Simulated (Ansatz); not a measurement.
## Geometry relaxation of TaC₃₅ (charge +1) (part 1 of 4)

- system: TaC₃₅ (defect cell, 36 atoms in the cell, total charge +1)
- method: DFT, PBE, plane-wave PAW, default files, scalar-relativistic, no spin polarisation (Ansatz 0.2.0)

The structure derives from an entry of the Crystallography Open Database. It belongs to a series of runs on one base structure; here: Ta on a C site, charge +1, ions relaxed.

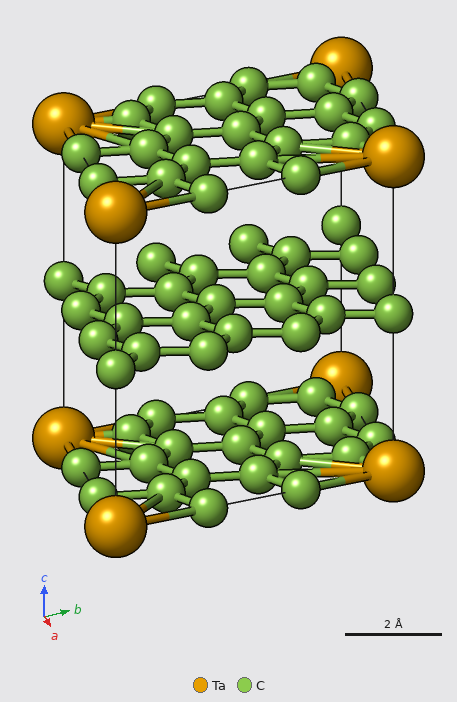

*The starting structure (ball-and-stick view of the cell of the calculation, seen at an oblique angle).*

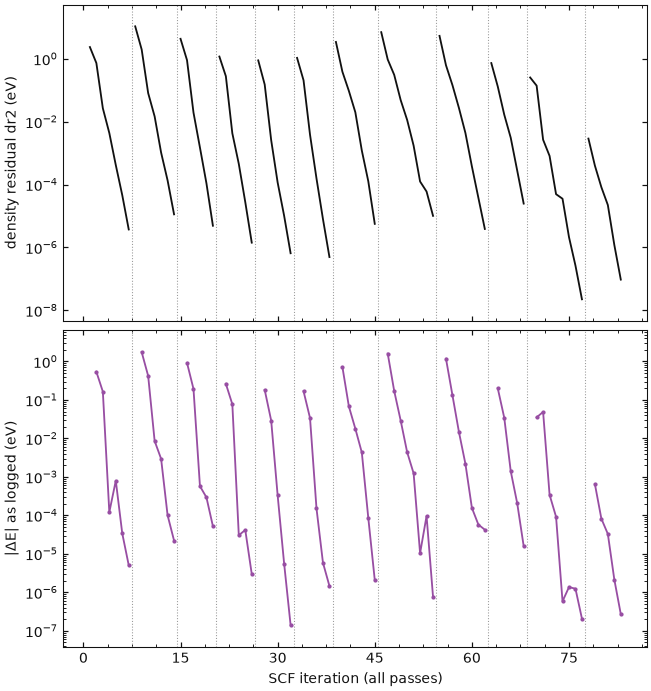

*Convergence of the self-consistent field: density residual dr2 and size of the energy change against the SCF iteration. The dotted lines part the SCF passes of the relaxation: geometry steps, rejected trials and re-solves on a re-selected basis.*

The 12 passes take 6 to 9 iterations each, 83 in all.

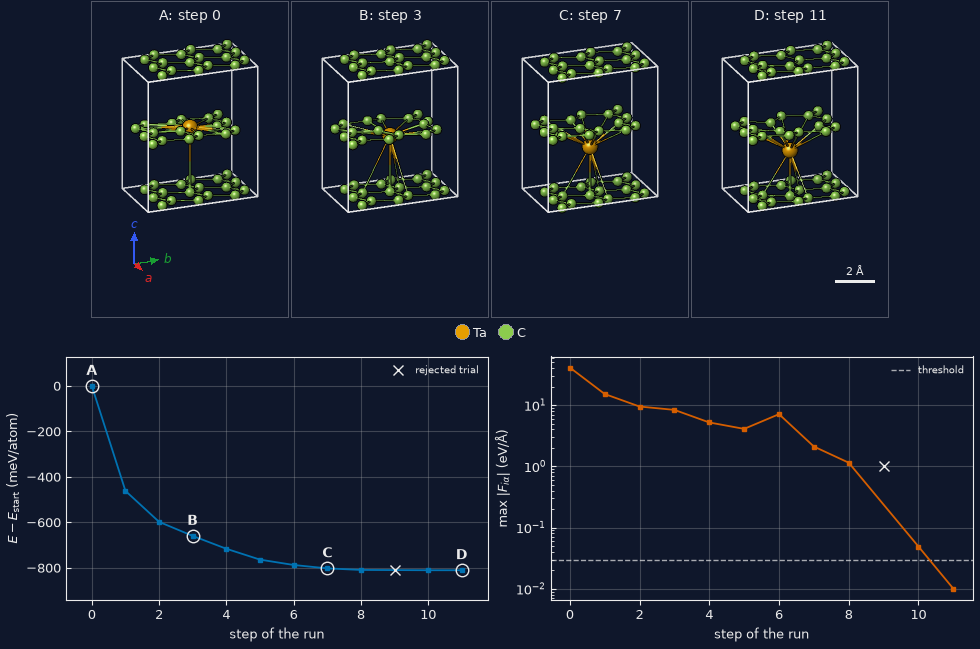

*Frames of the relaxation (ball-and-stick view of the cell of the calculation (origin shifted), seen slightly off an axis) above the curves, on which the letters mark them (the first geometry is step 0 here and step 1 in the log).*

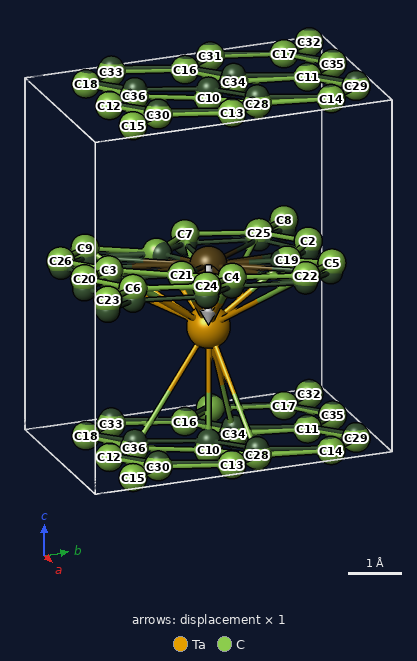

*Start (faint) and end (solid) with the displacements as white arrows, at true length (ball-and-stick view of the cell of the calculation (origin shifted), seen slightly off an axis).*

The atom that moves furthest is Ta1 (1.19 Å). Largest moves by element: Ta 1.19 Å, C 0.23 Å. The lattice vectors keep their values. Among the contacts that change: Ta1–C10 3.395 → 2.386 Å, Ta1–C28 3.651 → 2.713 Å, Ta1–C19 1.426 → 1.962 Å, Ta1–C2 2.470 → 2.844 Å. New bonds form: Ta1–C10 (3.40 → 2.39 Å), Ta1–C28 (3.65 → 2.71 Å), Ta1–C34 (3.65 → 2.71 Å), Ta1–C36 (3.65 → 2.71 Å). Among the angles that change: Ta1–C25–C8 178.0° → 155.4°, Ta1–C4–C24 150.0° → 140.7°, Ta1–C4–C21 30.0° → 39.0°. The energy falls by 810 meV per atom in 11 geometry steps. The largest force component goes from 41 to 0.01 eV/Å. The line search rejected the trial step at point 9 (counted from 0) and went back. (Atoms are counted from 1 in the order of the input.)

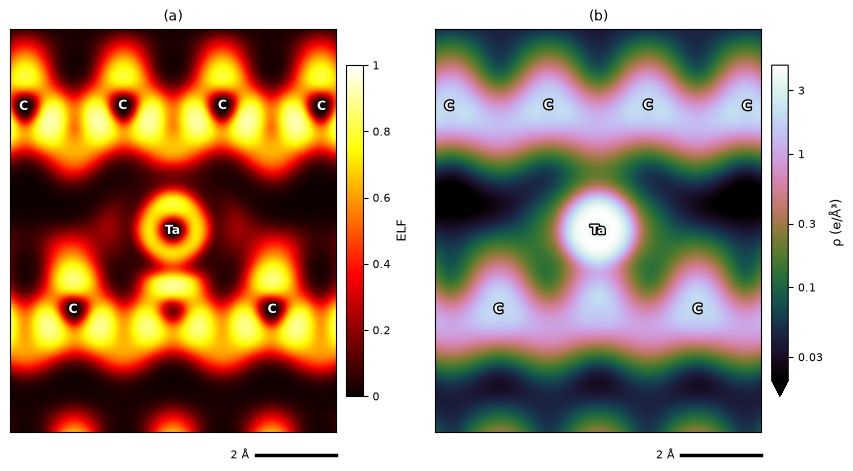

*(a) ELF; (b) valence electron density on the (101) plane of the calculation cell.*

Atoms in the plane: Ta and C. Away from the nuclei the density in this plane falls to 0.01 e/Å³ at its lowest. The strong features right at Ta lie inside the PAW spheres (semicore, d or f shells) and say nothing about bonding. The fields are those of the smooth PAW valence density.

The input that produced these results follows, with the program's output.

### The input
```yaml
crystal:
  lattice:
    - [7.41, 0.0, 0.0]
    - [-3.705, 6.4172482419, 0.0]
    - [0.0, 0.0, 6.79]
  atoms:
    - { symbol: Ta, position: [0.0, 0.0, 0.0] }
    - { symbol: C, position: [0.0, 0.3333333333, 0.0] }
    - { symbol: C, position: [0.0, 0.6666666667, 0.0] }
    - { symbol: C, position: [0.3333333333, 0.0, 0.0] }
    - { symbol: C, position: [0.3333333333, 0.3333333333, 0.0] }
    - { symbol: C, position: [0.3333333333, 0.6666666667, 0.0] }
    - { symbol: C, position: [0.6666666667, 0.0, 0.0] }
    - { symbol: C, position: [0.6666666667, 0.3333333333, 0.0] }
    - { symbol: C, position: [0.6666666667, 0.6666666667, 0.0] }
    - { symbol: C, position: [0.0, 0.0, 0.5] }
    - { symbol: C, position: [0.0, 0.3333333333, 0.5] }
    - { symbol: C, position: [0.0, 0.6666666667, 0.5] }
    - { symbol: C, position: [0.3333333333, 0.0, 0.5] }
    - { symbol: C, position: [0.3333333333, 0.3333333333, 0.5] }
    - { symbol: C, position: [0.3333333333, 0.6666666667, 0.5] }
    - { symbol: C, position: [0.6666666667, 0.0, 0.5] }
    - { symbol: C, position: [0.6666666667, 0.3333333333, 0.5] }
    - { symbol: C, position: [0.6666666667, 0.6666666667, 0.5] }
    - { symbol: C, position: [0.1111111111, 0.2222222222, 0.005] }
    - { symbol: C, position: [0.1111111111, 0.5555555556, 0.005] }
    - { symbol: C, position: [0.1111111111, 0.8888888889, 0.005] }
    - { symbol: C, position: [0.4444444444, 0.2222222222, 0.005] }
    - { symbol: C, position: [0.4444444444, 0.5555555556, 0.005] }
    - { symbol: C, position: [0.4444444444, 0.8888888889, 0.005] }
    - { symbol: C, position: [0.7777777778, 0.2222222222, 0.005] }
    - { symbol: C, position: [0.7777777778, 0.5555555556, 0.005] }
    - { symbol: C, position: [0.7777777778, 0.8888888889, 0.005] }
    - { symbol: C, position: [0.2222222222, 0.1111111111, 0.505] }
    - { symbol: C, position: [0.2222222222, 0.4444444444, 0.505] }
    - { symbol: C, position: [0.2222222222, 0.7777777778, 0.505] }
    - { symbol: C, position: [0.5555555556, 0.1111111111, 0.505] }
    - { symbol: C, position: [0.5555555556, 0.4444444444, 0.505] }
    - { symbol: C, position: [0.5555555556, 0.7777777778, 0.505] }
    - { symbol: C, position: [0.8888888889, 0.1111111111, 0.505] }
    - { symbol: C, position: [0.8888888889, 0.4444444444, 0.505] }
    - { symbol: C, position: [0.8888888889, 0.7777777778, 0.505] }
total_charge: 1
kpoints:
  mp_grid: { grid: [3, 3, 3] }
scf:
  occupations: { method: fermi_dirac, width: 0.01 }
hamiltonian:
  xc: pbe
  pseudopotentials: { kind: paw }
output:
  forces: true
  stress: true
  populations: true
  efg: { quadrupole_moments_barn: { Ta: 3.17 }, contact_densities: true }
  write_density: true
  write_potential: true
  elf: true
  volumetric_format: npy
relax:
  f_tol: 0.03
  max_steps: 40
```

Launched with:
```bash
ansatz run input.yaml --threads 1 --pin off --max-ram 2560MiB --backend cpu --events-out ev --progress --plain --runs-dir out
```

### What the program printed
```
Warning: output.stress: scf.convergence.dr2_threshold = 1e-7 eV (the SCF's general default) is looser than the 3.6e-9 eV advised for a printed stress (1e-10 eV for each atom of the cell: 36). What an SCF threshold leaves in a stress goes as its square root, and in the free energy as the threshold itself, and one threshold admits the most on a small cell: of the crystals measured, under no hybrid functional and no lock of the moments, on runs that ended without the residual-converged pass, on stresses that held no estimate of that error, the worst erred by over 100 MPa in a component at 1e-7 eV an atom and by under 5 at 1e-10. Every solve of this run answers to scf.convergence.dr2_threshold, and the tensor of one is reported: a single SCF on the reported geometry and on this run's grids (its basis.xc_grid and basis.ecutrho_ratio typed), with scf.convergence.dr2_threshold at 3.6e-9 eV or tighter, prints it and tightens no other solve. Else set scf.convergence.dr2_threshold to 3.6e-9 eV or tighter. The threshold is an SCF's pass mark: one that does not reach it within its budget of iterations ends unconverged, or closes short of it on a stop that the run arms, and scf.convergence.dr2_threshold's page says what that costs each kind of run
Ta: output.efg is read without spin–orbit coupling, which moves field gradients at and beside such atoms by some per cent and up to a factor of two; PAW files take it under magnetization.noncollinear and magnetization.spin_orbit
Engine: ansatz 0.2.0, x86_64-unknown-linux-gnu
Pseudopotentials: kind: paw
Pseudopotential: Ta, paw, valence charge 13, recommended cutoff 420 eV (normal), Ta.paw.azcp
Pseudopotential: C, paw, valence charge 4, recommended cutoff 420 eV (normal), C.paw.azcp
Functional definition: PBE
  parameter kappa = 0.804
  parameter beta = 0.06672455060314922
  exchange = pbe_x(kappa = kappa, mu = beta*pi^2/3)
  correlation = pbe_c(beta = beta)
Crystal: 36 atoms, lattice volume = 322.877 Å³
Basis set: ecut = 420 eV, 6299 PW (Γ), exchange–correlation on 100×100×96 points (8 copies of the dense FFT grid, shifted against one another)
Bands: 112, of which v1, the nominal top of the filled ones, is band 76 counted from 1 (75 counted from 0)
Symmetry: 6 space group operations
Space group: P3m1 (ITA 156), of the structure as read, at distance tolerance 6.9e-5 Å
k-points: 7 of 27 (time reversal used)
Non-local potential: Ta, projectors of the file, l = 0: 3, l = 1: 2, l = 2: 2, l = 3: 1
Non-local potential: C, projectors of the file, l = 0: 2, l = 1: 2, l = 2: 1
PAW form: soft (Blöchl's): semilocal exchange-correlation on the pseudo side does not see the compensation charge
PAW one-centre angular grid: Ta, 590 points (default); XC on 64 Gauss nodes
PAW one-centre angular grid: C, 110 points (default); XC on 64 Gauss nodes
Initial density: superposition of atomic densities (neutral atoms scaled as one to the charged cell's electrons: chi_scale 0, normalization atom), corrected by the library's trained network
Initial wavefunctions: pseudopotential atomic-orbital guess
Functional: x = pbe(κ = 0.804, μ = 0.2195149727645171), c = pbe(β = 0.06672455060314922)
SCF iter   1: F=—  HF=-18688.082719 eV  |F-HF|=—  |Δ(HF+E_count)|=         —  Δρ=2.26e-2  dr2=2.37e0  ethr=1.77e-3  ⟨swp⟩=6.3  Hψ=3563  notcnv=0  defer=156
preconditioner: auto → Resta (q_TF=auto, 2.406 Å⁻¹)  ε∞=3.7  [insulator: Δε(μ)=0.055 eV  Ē_g=15.043 eV  σ=0.010 eV  W_gap=0.73  n_scr=70 (ndim 8)  ℏωp=24.8 eV  f_vac=0.010  D(μ)=6.06/eV (n_scr^D=26)  ε∞_Penn≈3.7]
SCF iter   2: F=—  HF=-18687.542810 eV  |F-HF|=—  |Δ(HF+E_count)|=   5.40e-1  Δρ=1.18e-2  dr2=7.34e-1  ethr=1.56e-3  ⟨swp⟩=2.1  Hψ=993  notcnv=0  defer=167
SCF iter   3: F=—  HF=-18687.378050 eV  |F-HF|=—  |Δ(HF+E_count)|=   1.65e-1  Δρ=2.98e-3  dr2=2.68e-2  ethr=4.83e-4  ⟨swp⟩=3.0  Hψ=1196  notcnv=0  defer=192
SCF iter   4: F=—  HF=-18687.377929 eV  |F-HF|=—  |Δ(HF+E_count)|=   1.21e-4  Δρ=8.53e-4  dr2=4.36e-3  ethr=1.76e-5  ⟨swp⟩=2.6  Hψ=1030  notcnv=0  defer=200
SCF iter   5: F=—  HF=-18687.378726 eV  |F-HF|=—  |Δ(HF+E_count)|=   7.97e-4  Δρ=2.70e-4  dr2=4.17e-4  ethr=2.87e-6  ⟨swp⟩=2.1  Hψ=1148  notcnv=0  defer=200
SCF iter   6: F=—  HF=-18687.378760 eV  |F-HF|=—  |Δ(HF+E_count)|=   3.39e-5  Δρ=6.19e-5  dr2=4.59e-5  ethr=2.74e-7  ⟨swp⟩=2.0  Hψ=899  notcnv=0  defer=200
SCF iter   7: F=-18687.378752 eV  HF=-18687.378755 eV  |F-HF|=3.08e-6  |Δ(HF+E_count)|=   5.06e-6  Δρ=2.05e-5  dr2=3.73e-6  ethr=1.48e-8  ⟨swp⟩=11.0  Hψ=5683  notcnv=0
SCF 1 converged in 7 iterations: F = -18687.378752 eV  dr2 = 3.73e-6
  greatest PAW one-centre occupation: 1.000 electrons in one spin orbital (limit 2), on the Ta atom at site 0 (counted from 0), in its partial waves of l = 1
relax step   1: F+E_penalty+E_count = -18687.37875170 eV  Δ(F+E_penalty+E_count) = +0.000e0 eV  max|allowed force component| = 4.113e1 eV/Å  Δτ_max = 0.0000 Å  (7 SCF iters, dr2 threshold 2.25e-5 eV, accepted)
Initial density: handed on by an earlier stage of this run
Initial wavefunctions: those handed on with the density
SCF iter   1: F=—  HF=-18706.174819 eV  |F-HF|=—  |Δ(HF+E_count)|=         —  Δρ=3.95e-2  dr2=1.08e1  ethr=3.10e-3  ⟨swp⟩=5.0  Hψ=2927  notcnv=0  defer=127
preconditioner: auto → Resta (q_TF=auto, 2.406 Å⁻¹)  ε∞=3.7  [insulator: Δε(μ)=0.150 eV  Ē_g=14.963 eV  σ=0.010 eV  W_gap=1.00  n_scr=70 (ndim 8)  ℏωp=24.8 eV  f_vac=0.004  D(μ)=0.04/eV (n_scr^D=0)  ε∞_Penn≈3.7]
SCF iter   2: F=—  HF=-18704.425432 eV  |F-HF|=—  |Δ(HF+E_count)|=    1.75e0  Δρ=1.82e-2  dr2=1.97e0  ethr=3.10e-3  ⟨swp⟩=3.0  Hψ=1028  notcnv=0  defer=157
SCF iter   3: F=—  HF=-18704.003564 eV  |F-HF|=—  |Δ(HF+E_count)|=   4.22e-1  Δρ=3.87e-3  dr2=8.14e-2  ethr=1.30e-3  ⟨swp⟩=3.0  Hψ=1206  notcnv=0  defer=197
SCF iter   4: F=—  HF=-18703.994977 eV  |F-HF|=—  |Δ(HF+E_count)|=   8.59e-3  Δρ=1.79e-3  dr2=1.47e-2  ethr=5.35e-5  ⟨swp⟩=2.0  Hψ=1014  notcnv=0  defer=202
SCF iter   5: F=—  HF=-18703.992024 eV  |F-HF|=—  |Δ(HF+E_count)|=   2.95e-3  Δρ=3.50e-4  dr2=1.04e-3  ethr=9.69e-6  ⟨swp⟩=2.0  Hψ=1359  notcnv=0  defer=202
SCF iter   6: F=—  HF=-18703.991924 eV  |F-HF|=—  |Δ(HF+E_count)|=   1.01e-4  Δρ=1.11e-4  dr2=1.36e-4  ethr=6.83e-7  ⟨swp⟩=2.0  Hψ=1433  notcnv=0  defer=202
SCF iter   7: F=-18703.991892 eV  HF=-18703.991901 eV  |F-HF|=9.01e-6  |Δ(HF+E_count)|=   2.21e-5  Δρ=3.36e-5  dr2=1.13e-5  ethr=6.58e-8  ⟨swp⟩=9.4  Hψ=5989  notcnv=0
SCF 2 converged in 7 iterations: F = -18703.991892 eV  dr2 = 1.13e-5
[... from here on the iterations of each SCF are left out, up to the last one ...]
relax step   2: F+E_penalty+E_count = -18703.99189247 eV  Δ(F+E_penalty+E_count) = -1.661e1 eV  max|allowed force component| = 1.520e1 eV/Å  Δτ_max = 0.1953 Å  (7 SCF iters, dr2 threshold 1.00e-4 eV, accepted)
preconditioner: auto → Resta (q_TF=auto, 2.406 Å⁻¹)  ε∞=3.8  [insulator: Δε(μ)=0.078 eV  Ē_g=14.837 eV  σ=0.010 eV  W_gap=0.68  n_scr=70 (ndim 8)  ℏωp=24.8 eV  f_vac=0.009  D(μ)=5.72/eV (n_scr^D=26)  ε∞_Penn≈3.8]
SCF 3 converged in 6 iterations: F = -18708.893975 eV  dr2 = 4.90e-6
relax step   3: F+E_penalty+E_count = -18708.89397483 eV  Δ(F+E_penalty+E_count) = -4.902e0 eV  max|allowed force component| = 9.489e0 eV/Å  Δτ_max = 0.1942 Å  (6 SCF iters, dr2 threshold 1.00e-4 eV, accepted)
preconditioner: auto → Kerker (q_TF=auto, 2.406 Å⁻¹)  [metal: Δε(μ)=0.024 eV  Ē_g=14.757 eV  σ=0.010 eV  W_gap=0.47  n_scr=70 (ndim 8)  ℏωp=24.8 eV  f_vac=0.006  D(μ)=4.53/eV (n_scr^D=20)]
preconditioner: auto → Resta (q_TF=auto, 2.406 Å⁻¹)  ε∞=3.8  [insulator: Δε(μ)=0.113 eV  Ē_g=14.753 eV  σ=0.010 eV  W_gap=0.55  n_scr=70 (ndim 8)  ℏωp=24.8 eV  f_vac=0.006  D(μ)=5.38/eV (n_scr^D=26)  ε∞_Penn≈3.8]
SCF 4 converged in 6 iterations: F = -18711.120595 eV  dr2 = 1.42e-6
relax step   4: F+E_penalty+E_count = -18711.12059451 eV  Δ(F+E_penalty+E_count) = -2.227e0 eV  max|allowed force component| = 8.364e0 eV/Å  Δτ_max = 0.1952 Å  (6 SCF iters, dr2 threshold 1.00e-4 eV, accepted)
preconditioner: auto → Resta (q_TF=auto, 2.406 Å⁻¹)  ε∞=3.8  [insulator: Δε(μ)=0.070 eV  Ē_g=14.702 eV  σ=0.010 eV  W_gap=0.92  n_scr=70 (ndim 8)  ℏωp=24.8 eV  f_vac=0.007  D(μ)=0.91/eV (n_scr^D=0)  ε∞_Penn≈3.8]
SCF 5 converged in 6 iterations: F = -18713.154158 eV  dr2 = 6.54e-7
relax step   5: F+E_penalty+E_count = -18713.15415761 eV  Δ(F+E_penalty+E_count) = -2.034e0 eV  max|allowed force component| = 5.213e0 eV/Å  Δτ_max = 0.1952 Å  (6 SCF iters, dr2 threshold 1.00e-4 eV, accepted)
preconditioner: auto → Resta (q_TF=auto, 2.406 Å⁻¹)  ε∞=3.9  [insulator: Δε(μ)=0.087 eV  Ē_g=14.646 eV  σ=0.010 eV  W_gap=0.97  n_scr=70 (ndim 8)  ℏωp=24.8 eV  f_vac=0.008  D(μ)=0.53/eV (n_scr^D=0)  ε∞_Penn≈3.9]
SCF 6 converged in 6 iterations: F = -18714.871207 eV  dr2 = 4.94e-7
relax step   6: F+E_penalty+E_count = -18714.87120723 eV  Δ(F+E_penalty+E_count) = -1.717e0 eV  max|allowed force component| = 4.093e0 eV/Å  Δτ_max = 0.1914 Å  (6 SCF iters, dr2 threshold 1.00e-4 eV, accepted)
preconditioner: auto → Resta (q_TF=auto, 2.406 Å⁻¹)  ε∞=3.9  [insulator: Δε(μ)=0.088 eV  Ē_g=14.634 eV  σ=0.010 eV  W_gap=0.97  n_scr=70 (ndim 8)  ℏωp=24.8 eV  f_vac=0.021  D(μ)=0.38/eV (n_scr^D=0)  ε∞_Penn≈3.9]
preconditioner: auto → LDOS  [insulator: Δε(μ)=0.047 eV  Ē_g=14.691 eV  σ=0.010 eV  W_gap=0.82  n_scr=70 (ndim 8)  ℏωp=24.8 eV  f_vac=0.018  D(μ)=4.31/eV (n_scr^D=20)  ε∞_Penn≈3.8  β→1.0]
SCF 7 converged in 7 iterations: F = -18715.718581 eV  dr2 = 5.62e-6
relax step   7: F+E_penalty+E_count = -18715.71858125 eV  Δ(F+E_penalty+E_count) = -8.474e-1 eV  max|allowed force component| = 7.123e0 eV/Å  Δτ_max = 0.2000 Å  (7 SCF iters, dr2 threshold 1.00e-4 eV, accepted)
preconditioner: auto → Resta (q_TF=auto, 2.406 Å⁻¹)  ε∞=3.9  [insulator: Δε(μ)=0.163 eV  Ē_g=14.683 eV  σ=0.010 eV  W_gap=1.00  n_scr=70 (ndim 8)  ℏωp=24.8 eV  f_vac=0.072  D(μ)=0.01/eV (n_scr^D=0)  ε∞_Penn≈3.9]
SCF 8 converged in 9 iterations: F = -18716.257432 eV  dr2 = 1.01e-5
```
